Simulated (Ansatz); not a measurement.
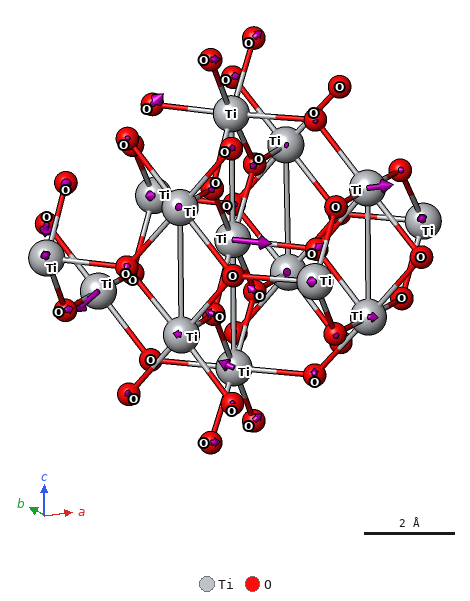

This is a relaxation of a defect cell of composition Ti23O47. The starting structure is drawn; purple arrows show the displacements, 3 times their true length.

Style: ball-and-stick. Shown: the atoms within 5.0 Å of the atom that moves most (axes of the cell of the calculation (origin shifted)), slightly off an axis.

Theory: DFT, PBEsol, PAW, plane waves (Ansatz 0.2.0). (plane-wave cutoff 420 eV; k-point mesh 1 × 1 × 1; mesh shifted by (0.25, 0.25, 0.25); collinear spin; atoms relaxed in a fixed cell; force threshold 0.03 eV/Å; at most 80 steps)

Atoms of which element are displaced furthest, and by how much?

Answer. Titanium: up to 0.32 Å, against 0.19 Å for oxygen.

What did the optimiser do to the structure, and how much energy did it gain?

Answer. The largest move is that of a Ti atom, 0.32 Å along [1 −1 0]. Largest moves by element: Ti 0.32 Å, O 0.19 Å. The cell stays as it was. Some distances before and after: O–Ti 2.027 → 1.755 Å, O–Ti 1.999 → 1.864 Å, O–Ti 1.958 → 2.080 Å, O–Ti 1.911 → 1.791 Å. Among the angles between lasting bonds that change: Ti–O–Ti 127.9° → 133.2°, Ti–O–Ti 100.2° → 96.6°, Ti–O–Ti 131.9° → 128.8°. The energy falls by 3.585 eV per cell of the calculation in 7 accepted moves (9 points after the start). The largest force component goes from 3 to 0.015 eV/Å. The line search rejected the trial steps at points 3, 8 of the run. The program noted that the starting moments weren't kept.
